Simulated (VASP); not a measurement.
```xyz
14
Lattice="3.8456 0.0000 0.0000 0.0000 5.4385 0.0000 0.0000 0.0000 26.5367" Properties=species:S:1:pos:R:3 pbc="T T T"
Ga    1.9228    2.7192    7.5001
Ga    0.0000    0.0000    9.4229
Ga    1.9228    2.7192   11.3455
Ga    0.0000    0.0000   13.2683
Ga    1.9228    2.7192   15.1912
Ga    0.0000    0.0000   17.1138
Ga    1.9228    2.7192   19.0366
P     0.0000    4.0788    7.5001
P     1.9228    1.3596    9.4229
P     0.0000    4.0788   11.3455
P     1.9228    1.3596   13.2683
P     0.0000    4.0788   15.1912
P     1.9228    1.3596   17.1138
P     0.0000    4.0788   19.0366
```

Not relaxed (largest force 2.0 eV/Å).

The calculation used VASP, Kohn-Sham DFT of a periodic cell, PBEsol, VASP PAW PBE potentials, recommended.

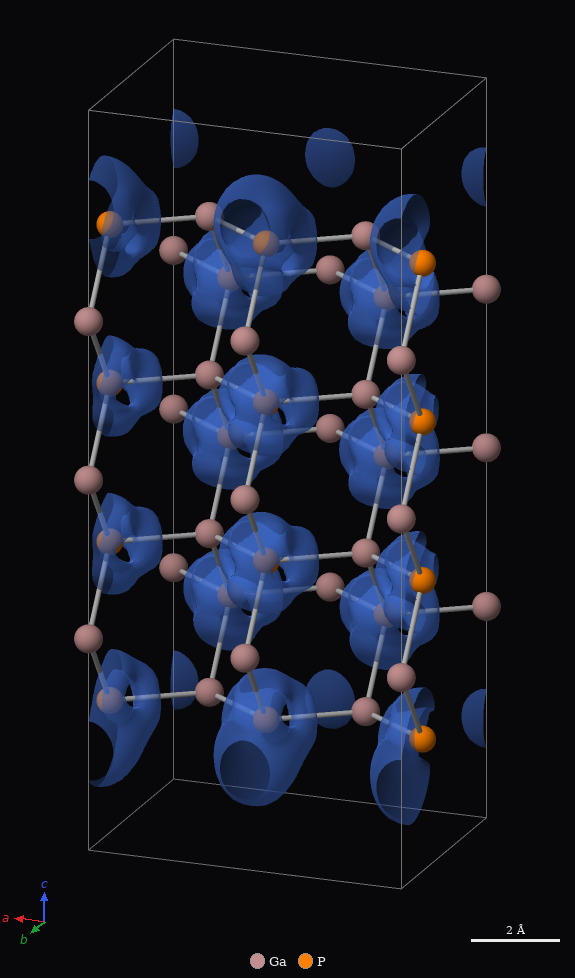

GaP (slab). Isosurface of the ELF at 0.75 (blue), seen at an oblique angle. Only the valence region is drawn (cores and ρ < 0.01 e/Å³ removed). Sticks mark near contacts.

In a PAW calculation such maps are meaningful between the atoms, not at the nuclei.

Q: Identify the bonds, lone pairs and shells in this picture.

A: At this value the surface marks out seven regions on P in which the atom's valence shell and bonds are merged, counted in one cell of 14 atoms. Counts are for one cell; the picture repeats the cell along the surface. Profiles from the grid: Ga–P (2.35 Å): the ELF peaks at about 0.90 in the valence shell of P, 0.9 Å from its nucleus, and is about 0.75 at the midpoint.

Q: Does the calculation give a band gap?

A: It is gapped, with a Kohn–Sham gap of 0.52 eV on the k-point mesh (the band edges may lie off the mesh, which would make the gap smaller).
